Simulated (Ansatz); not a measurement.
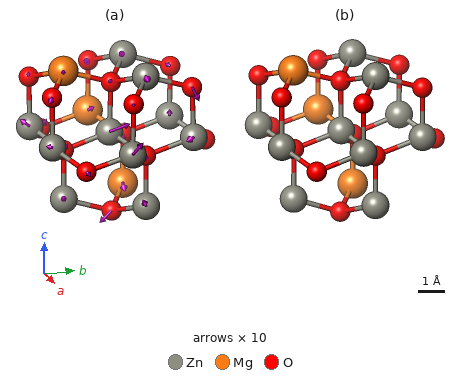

The structure of a crystal of Zn₃₀Mg₁₈O₄₈ (a generated structure, set up in P1) before (left) and after (right) a relaxation, at one scale. The purple arrows give the displacements (the part carried along by the change of the cell is left out), magnified 10 times.

A ball-and-stick model of the atoms within 4.2 Å of the atom that moves most (axes of the cell of the calculation), seen slightly off an axis.

The calculation used DFT, PBEsol, PAW, plane waves in Ansatz. Settings: plane-wave cutoff 420 eV; k-point mesh 1 × 1 × 1; mesh shifted by (0.25, 0.25, 0.25); no spin polarisation; cell relaxed at fixed alpha, beta, gamma; force threshold 0.03 eV/Å; at most 80 steps.

Question: Describe what moved and what it gained.

Answer: After 6 geometry steps the energy has fallen by 8.0 meV per atom. The largest force component goes from 0.93 to 0.001 eV/Å. Pressure: 0.21 GPa at the start and 0.00 GPa at the end. The largest moves relative to the cell, 0.088 Å, are those of Zn and Mg atoms. By element the largest moves are Zn 0.088 Å, Mg 0.088 Å, O 0.084 Å. The drawn cell changes at constant volume: a 9.772 → 9.740 Å (−0.3 %), b 11.284 → 11.257 Å (−0.2 %), c 10.285 → 10.347 Å (+0.6 %). Some distances before and after: O–Zn 1.922 → 1.984 Å, O–Zn 1.922 → 1.964 Å, O–Zn 2.009 → 1.969 Å, O–Zn 1.942 → 1.977 Å. Among the angles between lasting bonds that change: O–Zn–O 105.7° → 109.5°, O–Zn–O 106.7° → 109.6°, O–Zn–O 109.8° → 106.9°. The space group stays P1 (No. 1).
